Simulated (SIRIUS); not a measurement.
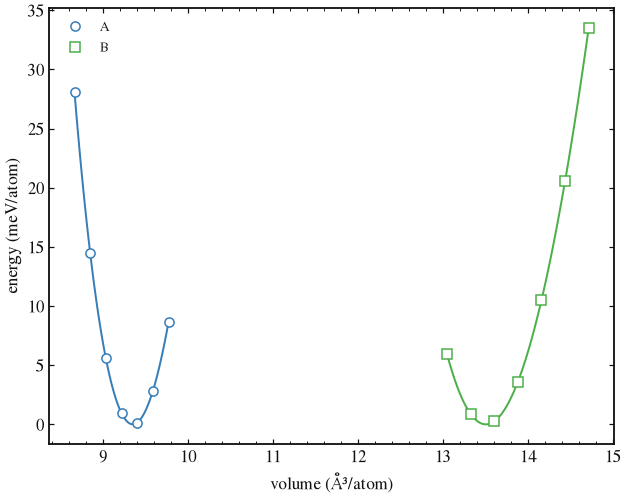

The figure compares two calculations of the energy against volume, each curve from its own zero. The first is for CaO, space group Fm-3m (No. 225).

The cell holds 2 atoms.

How it was computed, with SIRIUS 7.10.0: plane-wave DFT, no spin polarisation; energies at scaled volumes of the given cell, shape and fractions fixed, counted from the fit's minimum, third-order Birch-Murnaghan fit. Level: PBEsol.

- k mesh: 10×10×10
- occupations: Fermi–Dirac
- smearing width: 0.05 eV
- potentials: dojo sr pbesol 0.4.1 standard
- wave cutoff: 1152 eV
- density cutoff: 4606 eV

In the second, Ca is replaced by Mg on all its sites, which gives MgO in the same structure. The second calculation uses k mesh 11×11×11.

Question: Which of A and B is the second calculation, and what did the change do?

Answer: A. The equilibrium volume falls from 13.51 to 9.35 Å³/atom (−31 %) and the bulk modulus rises from 116 to 157 GPa (+35 %).

V0 and the bulk modulus come from third-order Birch–Murnaghan fits.
